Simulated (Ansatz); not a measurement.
**Geometry relaxation of Zr₃O (part 2 of 2)**

The same run, continued: Zr₃O (P6₃22, 8 atoms in the cell); DFT PBEsol, scalar-relativistic, plane waves, PAW, no spin polarisation (Ansatz 0.2.0); cutoff 420 eV, 6×6×8 k-mesh, Gaussian smearing of 0.1 eV. The structure derives from a Materials Project entry.

Geometry of the input (Å; fractional positions):
```
5.6500  0.0000  0.0000
-2.8250  4.8930  0.0000
0.0000  0.0000  5.1939
Zr -0.0000  0.6606  0.5000
Zr -0.0000  0.3394  0.0000
Zr 0.6606  0.6606  0.0000
Zr 0.6606  0.0000  0.5000
Zr 0.3394  0.3394  0.5000
Zr 0.3394  0.0000  0.0000
O  0.6667  0.3333  0.7500
O  0.3333  0.6667  0.2500
```

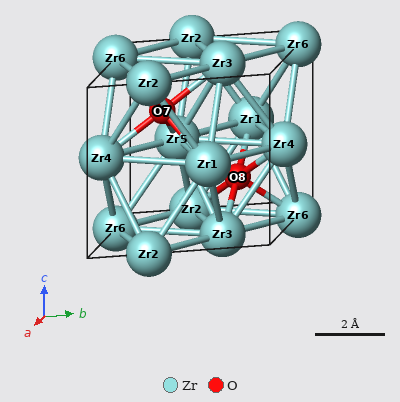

The geometry at step 3 of the log (ball-and-stick view of the cell of the calculation, seen slightly off an axis; atoms are numbered from 1 in the order of the input).

Output, continued
```
SCF iter   1: F=—  HF=-25900.178126 eV  |F-HF|=—  |Δ(HF+E_count)|=         —  Δρ=1.27e-4  dr2=3.36e-6  ethr=2.78e-7  ⟨swp⟩=3.0  Hψ=11399  notcnv=0
SCF iter   2: F=—  HF=-25900.178079 eV  |F-HF|=—  |Δ(HF+E_count)|=   4.66e-5  Δρ=6.17e-5  dr2=9.91e-7  ethr=4.00e-9  ⟨swp⟩=2.0  Hψ=2534  notcnv=0
SCF iter   3: F=—  HF=-25900.178080 eV  |F-HF|=—  |Δ(HF+E_count)|=   5.54e-7  Δρ=2.62e-5  dr2=1.30e-7  ethr=1.18e-9  ⟨swp⟩=2.0  Hψ=1995  notcnv=0
SCF iter   4: F=—  HF=-25900.178080 eV  |F-HF|=—  |Δ(HF+E_count)|=   1.25e-7  Δρ=6.00e-7  dr2=5.54e-10  ethr=1.54e-10  ⟨swp⟩=2.0  Hψ=2065  notcnv=0
SCF iter   5: F=-25900.178080 eV  HF=-25900.178080 eV  |F-HF|=3.27e-11  |Δ(HF+E_count)|=  1.13e-10  Δρ=1.24e-7  dr2=3.38e-11  ethr=1.00e-12  ⟨swp⟩=5.7  Hψ=6409  notcnv=0
SCF 6 converged in 5 iterations: F = -25900.178080 eV  dr2 = 3.38e-11
relax step   6: F+E_penalty+E_count = -25900.17808010 eV  Δ(F+E_penalty+E_count) = +4.189e-3 eV  max|allowed force component| = 1.729e-4 eV/Å  Δτ_max = 0.0000 Å  P = -0.055 GPa  Ω = 139.261 Å³  stress off target by 5.97e-2 GPa  SCF on the basis re-selected at this cell (its energy is not comparable with the rows above)  (5 SCF iters)
basis re-selected at this cell: Δ(F+E_penalty+E_count) = +4.189e-3 eV, ΔP = -0.055 GPa vs the last step (what re-selecting the basis moved, of the pressure what is left beyond the Pulay correction that the steps carried, after the strain that the cell walked since its last selection, with what the two solves' SCF thresholds leave and, on support functions, any second-order correction that the steps lacked; it is no measure of the basis error at this ecutwfc). This SCF's stress stands 5.97e-2 GPa from its target on what of the cell is left free (relax.cell.stress_tol is 5.00e-2 GPa) and its largest allowed force component is 1.73e-4 eV/Å (relax.f_tol is 5.00e-3 eV/Å): not within both, so this SCF does not close the relaxation
Crystal: 8 atoms, lattice volume = 139.211 Å³
iter 1 solved again at ethr=2.42e-9 eV; its pass at ethr=3.10e-3 eV (dr2=2.03e-6 eV) is discarded
SCF iter   1: F=—  HF=-25900.178197 eV  |F-HF|=—  |Δ(HF+E_count)|=         —  Δρ=2.49e-5  dr2=2.18e-6  ethr=2.42e-9  ⟨swp⟩=2.0  Hψ=7720  notcnv=0
preconditioner: auto → Kerker (q_TF=auto, 2.508 Å⁻¹)  [metal: Δε(μ)=0.015 eV  Ē_g=4.997 eV  σ=0.100 eV  W_gap=0.08  n_scr=28 (ndim 8)  ℏωp=17.8 eV  f_vac=0.000  D(μ)=6.12/eV (n_scr^D=58)]
SCF iter   2: F=—  HF=-25900.178147 eV  |F-HF|=—  |Δ(HF+E_count)|=   5.01e-5  Δρ=1.46e-5  dr2=6.79e-7  ethr=2.42e-9  ⟨swp⟩=2.0  Hψ=2000  notcnv=0
SCF iter   3: F=—  HF=-25900.178147 eV  |F-HF|=—  |Δ(HF+E_count)|=   1.72e-7  Δρ=8.15e-6  dr2=2.09e-7  ethr=8.08e-10  ⟨swp⟩=2.0  Hψ=2301  notcnv=0
SCF iter   4: F=-25900.178147 eV  HF=-25900.178147 eV  |F-HF|=2.43e-9  |Δ(HF+E_count)|=   5.52e-8  Δρ=2.00e-6  dr2=5.09e-9  ethr=1.06e-11  ⟨swp⟩=3.0  Hψ=7263  notcnv=0
SCF 7 converged in 4 iterations: F = -25900.178147 eV  dr2 = 5.09e-9
relax step   7: F+E_penalty+E_count = -25900.17814701 eV  Δ(F+E_penalty+E_count) = -6.691e-5 eV  max|allowed force component| = 2.553e-5 eV/Å  Δτ_max = 0.0001 Å  P = -0.002 GPa  Ω = 139.211 Å³  energy of the carried Pulay correction = +5.754e-5 eV  (4 SCF iters, dr2 threshold 8.91e-9 eV, accepted)
iter 1 solved again at ethr=2.97e-7 eV; its pass at ethr=3.10e-3 eV (dr2=2.49e-4 eV) is discarded
SCF iter   1: F=—  HF=-25900.178108 eV  |F-HF|=—  |Δ(HF+E_count)|=         —  Δρ=3.72e-6  dr2=6.93e-9  ethr=2.97e-7  ⟨swp⟩=2.9  Hψ=11134  notcnv=0
eigensolver tolerance schedule: the retry pair's looser diagonalisation over-reported the residual by 36016.89 of it (diagonalisation noise at an unbounded share of the residual, at the tolerance the schedule requests for it); recorded, not acted on — ethr = c·dr2/N_el stays at c = 1.0e-1
preconditioner: auto → Kerker (q_TF=auto, 2.508 Å⁻¹)  [metal: Δε(μ)=0.015 eV  Ē_g=4.997 eV  σ=0.100 eV  W_gap=0.08  n_scr=28 (ndim 8)  ℏωp=17.8 eV  f_vac=0.000  D(μ)=6.13/eV (n_scr^D=58)]
SCF iter   2: F=—  HF=-25900.178060 eV  |F-HF|=—  |Δ(HF+E_count)|=   4.84e-5  Δρ=2.08e-6  dr2=3.24e-9  ethr=8.25e-12  ⟨swp⟩=3.3  Hψ=4554  notcnv=0
SCF iter   3: F=—  HF=-25900.178060 eV  |F-HF|=—  |Δ(HF+E_count)|=  2.69e-10  Δρ=5.51e-7  dr2=5.56e-10  ethr=3.86e-12  ⟨swp⟩=2.0  Hψ=2093  notcnv=0
SCF iter   4: F=-25900.178060 eV  HF=-25900.178060 eV  |F-HF|=4.00e-11  |Δ(HF+E_count)|=  1.13e-10  Δρ=2.59e-7  dr2=6.61e-11  ethr=1.00e-12  ⟨swp⟩=4.2  Hψ=6059  notcnv=0
SCF 8 converged in 4 iterations: F = -25900.178060 eV  dr2 = 6.61e-11
relax step   8: F+E_penalty+E_count = -25900.17805975 eV  Δ(F+E_penalty+E_count) = +8.726e-5 eV  max|allowed force component| = 1.015e-5 eV/Å  Δτ_max = 0.0000 Å  P = -0.003 GPa  Ω = 139.211 Å³  stress off target by 3.07e-3 GPa  SCF on the basis re-selected at this cell (its energy is not comparable with the rows above)  (4 SCF iters)
basis re-selected at this cell: Δ(F+E_penalty+E_count) = +8.726e-5 eV, ΔP = -0.000 GPa vs the last step (what re-selecting the basis moved, of the pressure what is left beyond the Pulay correction that the steps carried, after the strain that the cell walked since its last selection, with what the two solves' SCF thresholds leave and, on support functions, any second-order correction that the steps lacked; it is no measure of the basis error at this ecutwfc). This SCF's stress stands 3.07e-3 GPa from its target on what of the cell is left free (relax.cell.stress_tol is 5.00e-2 GPa) and its largest allowed force component is 1.01e-5 eV/Å (relax.f_tol is 5.00e-3 eV/Å): within both
SCF converged after 4 iterations
Free energy (F): -25900.178060 eV
Harris-Foulkes:  -25900.178060 eV  (|F-HF|=4.00e-11)
Internal energy: -25900.147433 eV  (E = F + TS)
E sigma→0 (E₀):  -25900.162747 eV
Entropy (-TS):   -0.030626 eV (-3.828 meV/atom)
Fermi energy:    15.097476 eV
--- Per-component energies (eV) ---
  E_band       = -466.936991
  E_kinetic    = 2358.425075
  E_local      = -4277.187912  (includes V_loc(G=0)·N_el)
  E_nonlocal   = 584.749580
  E_hartree    = 1381.525445
  E_xc         = -1113.116777
  E_vxc        = -1335.374630  (∫ρ·V_xc dr)
  E_paw        = -17705.115503  (= ΣΔE_a)
  E_vpaw       = -560.604854  (= ΣTr[D̂ρ^β])
  E_aug_tail   = 0.005005  (compensation charges beyond the density's cutoff)
  E_ewald      = -7130.497244
  E_core_change = 1.064898  (= ΣΔE_core)
  E_smearing   = -0.030626  (= −TS)
  E_closure    = 0.000000  (closes the sum)
  Σ components = -25900.178060   (vs F -25900.178060, Δ=0.00e0)
--- Forces (eV/Å), atoms counted from 1 ---
  atom   1  Zr     0.00000507    -0.00000879     0.00000000
  atom   2  Zr    -0.00000507     0.00000879    -0.00000000
  atom   3  Zr    -0.00000507    -0.00000879     0.00000000
  atom   4  Zr    -0.00001015    -0.00000000    -0.00000000
  atom   5  Zr     0.00000507     0.00000879     0.00000000
  atom   6  Zr     0.00001015     0.00000000    -0.00000000
  atom   7  O     -0.00000000     0.00000000     0.00000000
  atom   8  O      0.00000000    -0.00000000    -0.00000000
  max |Σ_I F_I| component: 2.78e-17 eV/Å
--- Stress (GPa, compression-positive) ---
       -0.002562       0.000000      -0.000000
        0.000000      -0.002562      -0.000000
       -0.000000      -0.000000      -0.003068
  P = ⅓ Tr σ = -0.0027 GPa (-0.027 kbar)
--- Band table (eV; the first three rows and the last of 35) ---
  k-point 0: bands = ["-33.6058", "-33.4373", "-33.4214", "-33.4214", "-33.4067", "-33.4067", "-12.8011", "-11.9669", "-11.9327", "-11.8065", "-11.8065", "-11.7922", "-11.7922", "-11.7328", "-11.5850", "-11.5850", "-11.5187", "-11.5187", "-11.4899", "-11.2617", "-11.2617", "-11.1356", "-11.1356", "-11.1313", "-5.5284", "-4.4694", "7.7461", "8.2311", "8.2311", "8.4140", "8.4140", "8.7904", "10.4515", "13.3651", "13.6141", "13.6673", "13.7427", "13.7427", "14.1322", "14.1322", "15.2928", "15.7933", "15.7933", "15.8624", "15.9734", "15.9734", "16.4515", "16.4515", "17.0407", "17.0407", "17.7642"]
  k-point 1: bands = ["-33.5995", "-33.4438", "-33.4217", "-33.4199", "-33.4081", "-33.4064", "-12.7625", "-11.9434", "-11.9353", "-11.9310", "-11.9035", "-11.7518", "-11.7463", "-11.7302", "-11.6434", "-11.5514", "-11.5045", "-11.4686", "-11.4261", "-11.2551", "-11.2545", "-11.1758", "-11.1427", "-11.1369", "-5.4785", "-4.5022", "7.7729", "7.9552", "8.0973", "8.5019", "8.7033", "8.7133", "10.6284", "13.3501", "13.6555", "13.6950", "13.7208", "13.9344", "14.0046", "14.3157", "15.2248", "15.5862", "15.6740", "15.6953", "15.7751", "16.0844", "16.4779", "16.6322", "17.2000", "17.2383", "17.7194"]
  k-point 2: bands = ["-33.5816", "-33.4624", "-33.4208", "-33.4176", "-33.4104", "-33.4072", "-12.6523", "-12.0338", "-12.0095", "-11.9784", "-11.8746", "-11.8072", "-11.8016", "-11.7724", "-11.5455", "-11.5428", "-11.4914", "-11.3642", "-11.3433", "-11.2946", "-11.2347", "-11.2347", "-11.1570", "-11.1458", "-5.3420", "-4.5986", "7.7194", "7.8133", "7.8515", "8.5373", "8.7321", "8.9106", "11.0943", "13.2906", "13.6623", "13.8590", "13.8650", "13.9182", "14.2155", "14.5515", "15.0551", "15.3041", "15.4493", "15.4980", "15.5495", "15.7754", "16.4912", "17.0660", "17.3076", "17.4009", "17.6986"]
  k-point 34: bands = ["-33.4583", "-33.4583", "-33.4523", "-33.4523", "-33.4404", "-33.4404", "-12.4620", "-12.4620", "-11.9431", "-11.9431", "-11.8991", "-11.8991", "-11.6029", "-11.6029", "-11.4782", "-11.4782", "-11.3526", "-11.3526", "-11.3140", "-11.3140", "-11.3013", "-11.3013", "-11.2875", "-11.2875", "-4.9752", "-4.9752", "8.1388", "8.1388", "8.2038", "8.2038", "8.4333", "8.4333", "12.6838", "12.6838", "13.0639", "13.0639", "14.0638", "14.0638", "14.1223", "14.1223", "14.4902", "14.4902", "15.3525", "15.3525", "16.3602", "16.3602", "17.1077", "17.1077", "17.3113", "17.3113", "18.3047"]
--- Relaxed structure (6 steps of the walk, 5 accepted, 2 SCFs on fresh bases) ---
  F+E_penalty+E_count = -25900.17805975 eV   max|allowed force component| = 1.015e-5 eV/Å   (the final SCF, on the basis selected at the relaxed cell)
  cell:  # Å, volume = 139.2109 Å³
    - [5.583603153972402, 2.852816688629619e-11, -4.848692263467691e-34]
    - [-2.791801577010907, 4.835542175976751, 2.1244110835199743e-34]
    - [-1.9301704149156345e-34, -2.5470290011257853e-34, 5.156007014851488]
  atoms:
    - { symbol: Zr, position: [3.045254292416283e-35, 0.6605667269467006, 0.5000000000000001] }
    - { symbol: Zr, position: [-3.0501561928971307e-69, 0.3394332730532994, -6.406603170150847e-35] }
    - { symbol: Zr, position: [0.6605667269467006, 0.6605667269467007, -5.476251785880683e-35] }
    - { symbol: Zr, position: [0.6605667269467006, -1.5999451000416377e-20, 0.5000000000000001] }
    - { symbol: Zr, position: [0.33943327305329934, 0.3394332730532994, 0.5000000000000001] }
    - { symbol: Zr, position: [0.3394332730532994, -4.178644712861975e-20, 1.3070324108695557e-34] }
    - { symbol: O, position: [0.6666666666666667, 0.3333333333333334, 0.75] }
    - { symbol: O, position: [0.33333333333333337, 0.6666666666666667, 0.25000000000000006] }
```

Trajectory as extended XYZ (Å, eV, eV/Å), 8 frames, from step=1 to step=8
```
8
Lattice="5.6500 0.0000 0.0000 -2.8250 4.8930 0.0000 0.0000 0.0000 5.1939" Properties=species:S:1:pos:R:3:forces:R:3 step=1 energy=-25900.11586 pressure_GPa=-4.38
Zr   -1.8661    3.2322    2.5970    0.0577  -0.0999   0.0000
Zr   -0.9589    1.6609    0.0000   -0.0577   0.0999   0.0000
Zr    1.8661    3.2322    0.0000   -0.0577  -0.0999   0.0000
Zr    3.7322    0.0000    2.5970   -0.1154   0.0000   0.0000
Zr    0.9589    1.6609    2.5970    0.0577   0.0999   0.0000
Zr    1.9178    0.0000    0.0000    0.1154   0.0000   0.0000
O     2.8250    1.6310    3.8954    0.0000   0.0000   0.0000
O     0.0000    3.2620    1.2985    0.0000   0.0000   0.0000
8
Lattice="5.4100 0.0000 0.0000 -2.7050 4.6852 0.0000 0.0000 0.0000 5.0778" Properties=species:S:1:pos:R:3:forces:R:3 step=2 energy=-25899.52034 pressure_GPa=11.84 accepted=F
Zr   -1.8286    3.1672    2.5389    0.6588  -1.1411   0.0000
Zr   -0.8764    1.5180    0.0000   -0.6588   1.1411   0.0000
Zr    1.8286    3.1672    0.0000   -0.6588  -1.1411   0.0000
Zr    3.6571    0.0000    2.5389   -1.3177   0.0000   0.0000
Zr    0.8764    1.5180    2.5389    0.6588   1.1411   0.0000
Zr    1.7528    0.0000    0.0000    1.3177   0.0000   0.0000
O     2.7050    1.5617    3.8083    0.0000   0.0000   0.0000
O     0.0000    3.1234    1.2694    0.0000   0.0000   0.0000
8
Lattice="5.6021 0.0000 0.0000 -2.8011 4.8516 0.0000 0.0000 0.0000 5.1650" Properties=species:S:1:pos:R:3:forces:R:3 step=3 energy=-25900.17246 pressure_GPa=-1.38
Zr   -1.8542    3.2115    2.5825    0.0739  -0.1280   0.0000
Zr   -0.9469    1.6400    0.0000   -0.0739   0.1280   0.0000
Zr    1.8542    3.2115    0.0000   -0.0739  -0.1280   0.0000
Zr    3.7084    0.0000    2.5825   -0.1478   0.0000   0.0000
Zr    0.9469    1.6400    2.5825    0.0739   0.1280   0.0000
Zr    1.8937    0.0000    0.0000    0.1478   0.0000   0.0000
O     2.8011    1.6172    3.8737    0.0000   0.0000   0.0000
O     0.0000    3.2344    1.2912    0.0000   0.0000   0.0000
8
Lattice="5.5859 0.0000 0.0000 -2.7930 4.8375 0.0000 0.0000 0.0000 5.1549" Properties=species:S:1:pos:R:3:forces:R:3 step=4 energy=-25900.18221 pressure_GPa=-0.05
Zr   -1.8450    3.1957    2.5774    0.0030  -0.0052   0.0000
Zr   -0.9479    1.6418    0.0000   -0.0030   0.0052   0.0000
Zr    1.8450    3.1957    0.0000   -0.0030  -0.0052   0.0000
Zr    3.6901    0.0000    2.5774   -0.0060   0.0000   0.0000
Zr    0.9479    1.6418    2.5774    0.0030   0.0052   0.0000
Zr    1.8958    0.0000    0.0000    0.0060   0.0000   0.0000
O     2.7930    1.6125    3.8662    0.0000   0.0000   0.0000
O     0.0000    3.2250    1.2887    0.0000   0.0000   0.0000
8
Lattice="5.5845 0.0000 0.0000 -2.7922 4.8363 0.0000 0.0000 0.0000 5.1562" Properties=species:S:1:pos:R:3:forces:R:3 step=5 energy=-25900.18227 pressure_GPa=-0.00
Zr   -1.8444    3.1946    2.5781    0.0000   0.0000   0.0000
Zr   -0.9478    1.6417    0.0000    0.0000   0.0000   0.0000
Zr    1.8444    3.1946    0.0000    0.0000   0.0000   0.0000
Zr    3.6888    0.0000    2.5781    0.0000   0.0000   0.0000
Zr    0.9478    1.6417    2.5781    0.0000   0.0000   0.0000
Zr    1.8956    0.0000    0.0000    0.0000   0.0000   0.0000
O     2.7922    1.6121    3.8672    0.0000   0.0000   0.0000
O     0.0000    3.2242    1.2891    0.0000   0.0000   0.0000
8
Lattice="5.5845 0.0000 0.0000 -2.7922 4.8363 0.0000 0.0000 0.0000 5.1562" Properties=species:S:1:pos:R:3:forces:R:3 step=6 energy=-25900.17808 pressure_GPa=-0.05
Zr   -1.8444    3.1946    2.5781    0.0001  -0.0001   0.0000
Zr   -0.9478    1.6417    0.0000   -0.0001   0.0001   0.0000
Zr    1.8444    3.1946    0.0000   -0.0001  -0.0001   0.0000
Zr    3.6888    0.0000    2.5781   -0.0002   0.0000   0.0000
Zr    0.9478    1.6417    2.5781    0.0001   0.0001   0.0000
Zr    1.8956    0.0000    0.0000    0.0002   0.0000   0.0000
O     2.7922    1.6121    3.8672    0.0000   0.0000   0.0000
O     0.0000    3.2242    1.2891    0.0000   0.0000   0.0000
8
Lattice="5.5836 0.0000 0.0000 -2.7918 4.8355 0.0000 0.0000 0.0000 5.1560" Properties=species:S:1:pos:R:3:forces:R:3 step=7 energy=-25900.17815 pressure_GPa=-0.00
Zr   -1.8442    3.1942    2.5780    0.0000   0.0000   0.0000
Zr   -0.9476    1.6413    0.0000    0.0000   0.0000   0.0000
Zr    1.8442    3.1942    0.0000    0.0000   0.0000   0.0000
Zr    3.6883    0.0000    2.5780    0.0000   0.0000   0.0000
Zr    0.9476    1.6413    2.5780    0.0000   0.0000   0.0000
Zr    1.8953    0.0000    0.0000    0.0000   0.0000   0.0000
O     2.7918    1.6118    3.8670    0.0000   0.0000   0.0000
O     0.0000    3.2237    1.2890    0.0000   0.0000   0.0000
8
Lattice="5.5836 0.0000 0.0000 -2.7918 4.8355 0.0000 0.0000 0.0000 5.1560" Properties=species:S:1:pos:R:3:forces:R:3 step=8 energy=-25900.17806 pressure_GPa=-0.00
Zr   -1.8442    3.1942    2.5780    0.0000   0.0000   0.0000
Zr   -0.9476    1.6413    0.0000    0.0000   0.0000   0.0000
Zr    1.8442    3.1942    0.0000    0.0000   0.0000   0.0000
Zr    3.6883    0.0000    2.5780    0.0000   0.0000   0.0000
Zr    0.9476    1.6413    2.5780    0.0000   0.0000   0.0000
Zr    1.8953    0.0000    0.0000    0.0000   0.0000   0.0000
O     2.7918    1.6118    3.8670    0.0000   0.0000   0.0000
O     0.0000    3.2237    1.2890    0.0000   0.0000   0.0000
```

Results in brief

| quantity | value |
| --- | --- |
| outcome | converged |
| space group (tolerance 0.01 Å) | P6₃22 (182) |
| electrons treated | 84 |
| free energy | −25900.1781 eV |
| Fermi energy | 15.097 eV |
| gap on the k-point mesh | none (metallic) |
| pressure | 0.00 GPa |
| final volume | 139.21 Å³ |
| largest force (length of the vector) at the end | under 0.001 eV/Å |
| final cell | a = 5.584 Å, b = 5.584 Å, c = 5.156 Å, α = 90.00°, β = 90.00°, γ = 120.00° |
| hardware | 2 threads of Intel Xeon @ 2.50GHz (Skylake/Cascade Lake), 192 GiB of memory available, shared host |
| wall time | 2.3 min (CPU time 4.4 min) |
| peak memory | 0.58 GiB |
